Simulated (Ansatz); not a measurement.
# Run report: Sn, phonon calculation (part 1 of 2)

The run: phonon calculation of Sn (1 atom in the cell). Method and program: DFT, LDA, plane waves, PAW, no spin polarisation (Ansatz 0.2.0).

The structure derives from a Materials Project entry. It belongs to a series of runs on one base structure; here: displacement of 0.03 Å, PAW files. Figures and captions count atoms from 1; the log counts them from 0 in places.

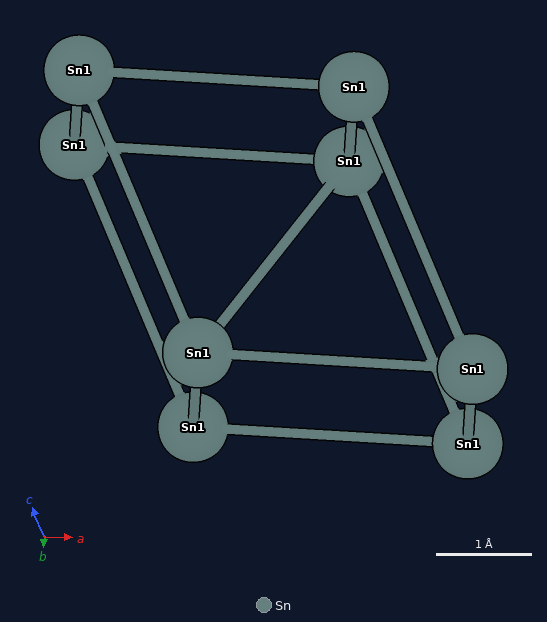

*The input geometry (ball-and-stick view of the reduced cell, seen at an oblique angle; atoms are numbered from 1 in the order of the input).*

The input
```yaml
crystal:
  lattice:
    - [-1.73468508728, 1.73417866637, 2.1413317972]
    - [1.73468508728, -1.73417866637, 2.1413317972]
    - [1.73468508728, 1.73417866637, -2.1413317972]
  atoms:
    - { symbol: Sn, position: [0.0, 0.0, 0.0] }
kpoints:
  mp_grid: { grid: [14, 14, 14] }
scf:
  occupations: { method: fermi_dirac, width: 0.1 }
hamiltonian:
  xc: lda
  pseudopotentials: { kind: paw }
phonons:
  qmesh: [2, 2, 2]
  qpath:
    path:
      - [0.0, 0.0, 0.0]
      - [-0.5, -0.5, 0.5]
      - [-0.4139682476, -0.5860317524, 0.5860317524]
      - [0.4139682476, -0.4139682476, 0.4139682476]
      - [0.0, 0.0, 0.0]
      - [-0.4140640268, 0.4140640268, 0.4140640268]
      - [-0.5859359732, -0.4140640268, 0.5859359732]
      - [-0.5, -0.5, 0.5]
      - [0.0, 0.0, 0.0]
    npoints: 6
  temperatures: { t_min: 0, t_max: 1000, t_step: 100 }
  amplitude: 0.03
```

Hardware: 2 threads of Arm Neoverse V2, 24 GiB of memory available, shared host.

Command:
```bash
ansatz run input.yaml --threads 2 --pin off --max-ram 6144MiB --backend cpu --events-out ev --progress --plain --runs-dir out
```

Log
```
Engine: ansatz 0.2.0, aarch64-unknown-linux-gnu
Pseudopotentials: kind: paw
Pseudopotential: Sn, paw, valence charge 14, recommended cutoff 420 eV (normal), Sn.paw.azcp
Functional definition: SPW92
  exchange = slater_x
  correlation = pw_c
Crystal: 2 atoms, lattice volume = 51.533 Å³
Basis set: ecut = 420 eV, 1019 PW (Γ), FFT grids on a1, a2, a1+a2+a3
Bands: 20, of which v1, the nominal top of the filled ones, is band 14 counted from 1 (13 counted from 0)
Symmetry: 8 space group operations
k-points: 372 of 1372
Non-local potential: Sn, projectors of the file, l = 0: 2, l = 1: 2, l = 2: 2, l = 3: 2
PAW form: soft (Blöchl's): semilocal exchange-correlation on the pseudo side does not see the compensation charge
PAW frozen core: Sn, regenerated for the run's functional, and the local potential with it (the file was generated under x = pbe(κ = 0.804, μ = 0.2195149727645171), c = pbe(β = 0.06672455060314922))
PAW one-centre angular grid: Sn, 590 points (default); XC on 64 Gauss nodes
Initial density: handed on by an earlier stage of this run
Initial wavefunctions: those handed on with the density
Functional: x = slater, c = lda
SCF iter   1: F=—  HF=-11759.004622 eV  |F-HF|=—  |Δ(HF+E_count)|=         —  Δρ=1.08e-6  dr2=5.66e-10  ethr=3.57e-11  ⟨swp⟩=4.8  Hψ=31169  notcnv=0
preconditioner: auto → Kerker (q_TF=auto, 2.465 Å⁻¹)  [metal: Δε(μ)=0.068 eV  Ē_g=21.784 eV  σ=0.100 eV  W_gap=0.16  n_scr=14 (ndim 8)  ℏωp=27.4 eV  f_vac=0.000  D(μ)=0.88/eV (n_scr^D=2)]
SCF iter   2: F=-11759.004622 eV  HF=-11759.004622 eV  |F-HF|=8.73e-11  |Δ(HF+E_count)|=  3.75e-10  Δρ=3.77e-7  dr2=9.30e-11  ethr=2.02e-12  ⟨swp⟩=4.0  Hψ=20986  notcnv=0
SCF 1 converged in 2 iterations: F = -11759.004622 eV  dr2 = 9.30e-11
  greatest PAW one-centre occupation: 0.992 electrons in one spin orbital (limit 2), on the Sn atom at site 1 (counted from 0), in its partial waves of l = 2
Symmetry: 2 space group operations
k-points: 372 of 1372 (time reversal used)
iter 1 solved again at ethr=6.15e-7 eV; its pass at ethr=3.10e-3 eV (dr2=1.72e-4 eV) is discarded
SCF iter   1: F=—  HF=-11759.004190 eV  |F-HF|=—  |Δ(HF+E_count)|=         —  Δρ=5.12e-4  dr2=1.63e-4  ethr=6.15e-7  ⟨swp⟩=2.0  Hψ=50983  notcnv=0  defer=48
preconditioner: auto → Kerker (q_TF=auto, 2.465 Å⁻¹)  [metal: Δε(μ)=0.064 eV  Ē_g=21.784 eV  σ=0.100 eV  W_gap=0.16  n_scr=14 (ndim 8)  ℏωp=27.4 eV  f_vac=0.000  D(μ)=0.88/eV (n_scr^D=2)]
SCF iter   2: F=—  HF=-11759.004161 eV  |F-HF|=—  |Δ(HF+E_count)|=   2.88e-5  Δρ=3.14e-4  dr2=7.05e-5  ethr=5.80e-7  ⟨swp⟩=1.0  Hψ=7231  notcnv=0  defer=48
SCF iter   3: F=—  HF=-11759.004144 eV  |F-HF|=—  |Δ(HF+E_count)|=   1.72e-5  Δρ=5.23e-5  dr2=4.41e-6  ethr=2.52e-7  ⟨swp⟩=2.4  Hψ=12251  notcnv=0  defer=48
SCF iter   4: F=—  HF=-11759.004141 eV  |F-HF|=—  |Δ(HF+E_count)|=   3.32e-6  Δρ=1.65e-5  dr2=3.29e-7  ethr=1.57e-8  ⟨swp⟩=1.9  Hψ=7837  notcnv=0  defer=48
SCF iter   5: F=—  HF=-11759.004141 eV  |F-HF|=—  |Δ(HF+E_count)|=   5.22e-7  Δρ=4.29e-6  dr2=8.05e-9  ethr=1.17e-9  ⟨swp⟩=2.9  Hψ=12703  notcnv=0  defer=48
SCF iter   6: F=—  HF=-11759.004141 eV  |F-HF|=—  |Δ(HF+E_count)|=  3.35e-10  Δρ=7.70e-7  dr2=3.58e-10  ethr=2.87e-11  ⟨swp⟩=2.6  Hψ=12320  notcnv=0  defer=48
SCF iter   7: F=-11759.004141 eV  HF=-11759.004141 eV  |F-HF|=1.09e-11  |Δ(HF+E_count)|=  1.09e-11  Δρ=1.95e-7  dr2=1.85e-11  ethr=1.00e-12  ⟨swp⟩=4.8  Hψ=25006  notcnv=0
SCF 2 converged in 7 iterations: F = -11759.004141 eV  dr2 = 1.85e-11
  greatest PAW one-centre occupation: 0.992 electrons in one spin orbital (limit 2), on the Sn atom at site 0 (counted from 0), in its partial waves of l = 2
Symmetry: 1 space group operations
k-points: 688 of 1372 (time reversal used)
iter 1 solved again at ethr=6.77e-7 eV; its pass at ethr=3.10e-3 eV (dr2=1.90e-4 eV) is discarded
SCF iter   1: F=—  HF=-11759.004395 eV  |F-HF|=—  |Δ(HF+E_count)|=         —  Δρ=5.86e-4  dr2=1.78e-4  ethr=6.77e-7  ⟨swp⟩=2.0  Hψ=94305  notcnv=0  defer=80
preconditioner: auto → Kerker (q_TF=auto, 2.465 Å⁻¹)  [metal: Δε(μ)=0.004 eV  Ē_g=21.785 eV  σ=0.100 eV  W_gap=0.01  n_scr=14 (ndim 8)  ℏωp=27.4 eV  f_vac=0.000  D(μ)=0.88/eV (n_scr^D=2)]
SCF iter   2: F=—  HF=-11759.004362 eV  |F-HF|=—  |Δ(HF+E_count)|=   3.22e-5  Δρ=3.55e-4  dr2=6.91e-5  ethr=6.36e-7  ⟨swp⟩=1.0  Hψ=13377  notcnv=0  defer=80
SCF iter   3: F=—  HF=-11759.004347 eV  |F-HF|=—  |Δ(HF+E_count)|=   1.56e-5  Δρ=5.61e-5  dr2=3.54e-6  ethr=2.47e-7  ⟨swp⟩=2.0  Hψ=22933  notcnv=0  defer=80
SCF iter   4: F=—  HF=-11759.004345 eV  |F-HF|=—  |Δ(HF+E_count)|=   1.62e-6  Δρ=1.65e-5  dr2=3.56e-7  ethr=1.26e-8  ⟨swp⟩=1.6  Hψ=14038  notcnv=0  defer=80
SCF iter   5: F=—  HF=-11759.004345 eV  |F-HF|=—  |Δ(HF+E_count)|=   2.20e-7  Δρ=4.45e-6  dr2=1.04e-8  ethr=1.27e-9  ⟨swp⟩=3.0  Hψ=23615  notcnv=0  defer=80
SCF iter   6: F=—  HF=-11759.004345 eV  |F-HF|=—  |Δ(HF+E_count)|=   1.20e-9  Δρ=9.10e-7  dr2=6.64e-10  ethr=3.72e-11  ⟨swp⟩=2.6  Hψ=22601  notcnv=0  defer=80
SCF iter   7: F=-11759.004345 eV  HF=-11759.004345 eV  |F-HF|=2.55e-11  |Δ(HF+E_count)|=  8.73e-11  Δρ=2.27e-7  dr2=3.18e-11  ethr=1.00e-12  ⟨swp⟩=4.9  Hψ=47533  notcnv=0
SCF 3 converged in 7 iterations: F = -11759.004345 eV  dr2 = 3.18e-11
Basis set: ecut = 420 eV, 1009 PW (Γ), FFT grids on a1, a1+a2+a3, a3
Bands: 19, of which v1, the nominal top of the filled ones, is band 14 counted from 1 (13 counted from 0)
SCF iter   1: F=—  HF=-11759.004622 eV  |F-HF|=—  |Δ(HF+E_count)|=         —  Δρ=9.10e-7  dr2=4.19e-10  ethr=3.57e-11  ⟨swp⟩=4.5  Hψ=29921  notcnv=0
preconditioner: auto → Kerker (q_TF=auto, 2.465 Å⁻¹)  [metal: Δε(μ)=0.068 eV  Ē_g=20.927 eV  σ=0.100 eV  W_gap=0.16  n_scr=16 (ndim 8)  ℏωp=27.4 eV  f_vac=0.000  D(μ)=0.88/eV (n_scr^D=2)]
SCF iter   2: F=-11759.004622 eV  HF=-11759.004622 eV  |F-HF|=6.91e-11  |Δ(HF+E_count)|=  2.84e-10  Δρ=3.25e-7  dr2=7.20e-11  ethr=1.50e-12  ⟨swp⟩=4.0  Hψ=20570  notcnv=0
SCF 4 converged in 2 iterations: F = -11759.004622 eV  dr2 = 7.20e-11
iter 1 solved again at ethr=8.29e-7 eV; its pass at ethr=3.10e-3 eV (dr2=2.32e-4 eV) is discarded
SCF iter   1: F=—  HF=-11759.004123 eV  |F-HF|=—  |Δ(HF+E_count)|=         —  Δρ=4.76e-4  dr2=2.21e-4  ethr=8.29e-7  ⟨swp⟩=2.0  Hψ=48972  notcnv=0  defer=13
preconditioner: auto → Kerker (q_TF=auto, 2.465 Å⁻¹)  [metal: Δε(μ)=0.007 eV  Ē_g=20.929 eV  σ=0.100 eV  W_gap=0.02  n_scr=16 (ndim 8)  ℏωp=27.4 eV  f_vac=0.000  D(μ)=0.88/eV (n_scr^D=2)]
SCF iter   2: F=—  HF=-11759.004087 eV  |F-HF|=—  |Δ(HF+E_count)|=   3.61e-5  Δρ=2.95e-4  dr2=1.05e-4  ethr=7.89e-7  ⟨swp⟩=1.0  Hψ=6996  notcnv=0  defer=13
SCF iter   3: F=—  HF=-11759.004059 eV  |F-HF|=—  |Δ(HF+E_count)|=   2.78e-5  Δρ=5.28e-5  dr2=6.55e-6  ethr=3.74e-7  ⟨swp⟩=2.0  Hψ=7747  notcnv=0  defer=13
SCF iter   4: F=—  HF=-11759.004057 eV  |F-HF|=—  |Δ(HF+E_count)|=   2.52e-6  Δρ=2.18e-5  dr2=4.26e-7  ethr=2.34e-8  ⟨swp⟩=2.0  Hψ=7873  notcnv=0  defer=13
SCF iter   5: F=—  HF=-11759.004058 eV  |F-HF|=—  |Δ(HF+E_count)|=   1.30e-6  Δρ=4.90e-6  dr2=1.27e-8  ethr=1.52e-9  ⟨swp⟩=2.6  Hψ=12147  notcnv=0  defer=13
SCF iter   6: F=—  HF=-11759.004058 eV  |F-HF|=—  |Δ(HF+E_count)|=  6.38e-10  Δρ=1.18e-6  dr2=8.66e-10  ethr=4.54e-11  ⟨swp⟩=2.6  Hψ=12342  notcnv=0  defer=13
SCF iter   7: F=-11759.004058 eV  HF=-11759.004058 eV  |F-HF|=6.18e-11  |Δ(HF+E_count)|=  8.37e-11  Δρ=3.30e-7  dr2=8.34e-11  ethr=1.00e-12  ⟨swp⟩=5.0  Hψ=25637  notcnv=0
SCF 5 converged in 7 iterations: F = -11759.004058 eV  dr2 = 8.34e-11
iter 1 solved again at ethr=6.36e-7 eV; its pass at ethr=3.10e-3 eV (dr2=1.78e-4 eV) is discarded
SCF iter   1: F=—  HF=-11759.004362 eV  |F-HF|=—  |Δ(HF+E_count)|=         —  Δρ=4.97e-4  dr2=1.64e-4  ethr=6.36e-7  ⟨swp⟩=2.0  Hψ=90626  notcnv=0  defer=10
preconditioner: auto → Kerker (q_TF=auto, 2.465 Å⁻¹)  [metal: Δε(μ)=0.001 eV  Ē_g=20.928 eV  σ=0.100 eV  W_gap=0.00  n_scr=16 (ndim 8)  ℏωp=27.4 eV  f_vac=0.000  D(μ)=0.88/eV (n_scr^D=2)]
SCF iter   2: F=—  HF=-11759.004330 eV  |F-HF|=—  |Δ(HF+E_count)|=   3.20e-5  Δρ=2.96e-4  dr2=6.42e-5  ethr=5.86e-7  ⟨swp⟩=1.0  Hψ=12955  notcnv=0  defer=10
SCF iter   3: F=—  HF=-11759.004314 eV  |F-HF|=—  |Δ(HF+E_count)|=   1.58e-5  Δρ=5.04e-5  dr2=3.62e-6  ethr=2.29e-7  ⟨swp⟩=2.5  Hψ=22746  notcnv=0  defer=10
SCF iter   4: F=—  HF=-11759.004314 eV  |F-HF|=—  |Δ(HF+E_count)|=   9.88e-8  Δρ=1.63e-5  dr2=3.91e-7  ethr=1.29e-8  ⟨swp⟩=1.8  Hψ=13804  notcnv=0  defer=10
SCF iter   5: F=—  HF=-11759.004314 eV  |F-HF|=—  |Δ(HF+E_count)|=   2.89e-7  Δρ=4.66e-6  dr2=1.60e-8  ethr=1.40e-9  ⟨swp⟩=3.0  Hψ=23226  notcnv=0  defer=10
SCF iter   6: F=—  HF=-11759.004314 eV  |F-HF|=—  |Δ(HF+E_count)|=   2.30e-9  Δρ=1.05e-6  dr2=7.90e-10  ethr=5.71e-11  ⟨swp⟩=2.0  Hψ=14273  notcnv=0  defer=10
SCF iter   7: F=-11759.004314 eV  HF=-11759.004314 eV  |F-HF|=4.00e-11  |Δ(HF+E_count)|=  5.82e-11  Δρ=3.00e-7  dr2=4.98e-11  ethr=1.00e-12  ⟨swp⟩=5.0  Hψ=47549  notcnv=0
SCF 6 converged in 7 iterations: F = -11759.004314 eV  dr2 = 4.98e-11
Basis set: ecut = 420 eV, 1009 PW (Γ), FFT grids on a1, a2, a1−a2+a3
SCF iter   1: F=—  HF=-11759.004622 eV  |F-HF|=—  |Δ(HF+E_count)|=         —  Δρ=1.06e-6  dr2=5.43e-10  ethr=3.57e-11  ⟨swp⟩=4.5  Hψ=29925  notcnv=0
SCF iter   2: F=-11759.004622 eV  HF=-11759.004622 eV  |F-HF|=8.00e-11  |Δ(HF+E_count)|=  3.69e-10  Δρ=3.68e-7  dr2=9.00e-11  ethr=1.94e-12  ⟨swp⟩=4.0  Hψ=20586  notcnv=0
SCF 7 converged in 2 iterations: F = -11759.004622 eV  dr2 = 9.00e-11
iter 1 solved again at ethr=8.31e-7 eV; its pass at ethr=3.10e-3 eV (dr2=2.33e-4 eV) is discarded
SCF iter   1: F=—  HF=-11759.004122 eV  |F-HF|=—  |Δ(HF+E_count)|=         —  Δρ=4.76e-4  dr2=2.21e-4  ethr=8.31e-7  ⟨swp⟩=2.0  Hψ=49027  notcnv=0  defer=11
preconditioner: auto → Kerker (q_TF=auto, 2.465 Å⁻¹)  [metal: Δε(μ)=0.017 eV  Ē_g=20.928 eV  σ=0.100 eV  W_gap=0.04  n_scr=16 (ndim 8)  ℏωp=27.4 eV  f_vac=0.000  D(μ)=0.88/eV (n_scr^D=2)]
SCF iter   2: F=—  HF=-11759.004086 eV  |F-HF|=—  |Δ(HF+E_count)|=   3.61e-5  Δρ=2.96e-4  dr2=1.05e-4  ethr=7.89e-7  ⟨swp⟩=1.0  Hψ=6996  notcnv=0  defer=11
SCF iter   3: F=—  HF=-11759.004058 eV  |F-HF|=—  |Δ(HF+E_count)|=   2.74e-5  Δρ=5.27e-5  dr2=6.49e-6  ethr=3.75e-7  ⟨swp⟩=2.0  Hψ=7787  notcnv=0  defer=11
SCF iter   4: F=—  HF=-11759.004056 eV  |F-HF|=—  |Δ(HF+E_count)|=   2.04e-6  Δρ=2.17e-5  dr2=4.24e-7  ethr=2.32e-8  ⟨swp⟩=2.0  Hψ=7879  notcnv=0  defer=11
SCF iter   5: F=—  HF=-11759.004057 eV  |F-HF|=—  |Δ(HF+E_count)|=   1.19e-7  Δρ=4.90e-6  dr2=1.28e-8  ethr=1.51e-9  ⟨swp⟩=2.6  Hψ=12144  notcnv=0  defer=11
SCF iter   6: F=—  HF=-11759.004057 eV  |F-HF|=—  |Δ(HF+E_count)|=  6.88e-10  Δρ=1.19e-6  dr2=8.76e-10  ethr=4.55e-11  ⟨swp⟩=2.6  Hψ=12343  notcnv=0  defer=11
SCF iter   7: F=-11759.004057 eV  HF=-11759.004057 eV  |F-HF|=5.82e-11  |Δ(HF+E_count)|=  9.46e-11  Δρ=3.33e-7  dr2=8.39e-11  ethr=1.00e-12  ⟨swp⟩=5.0  Hψ=25677  notcnv=0
SCF 8 converged in 7 iterations: F = -11759.004057 eV  dr2 = 8.39e-11
iter 1 solved again at ethr=6.37e-7 eV; its pass at ethr=3.10e-3 eV (dr2=1.78e-4 eV) is discarded
```
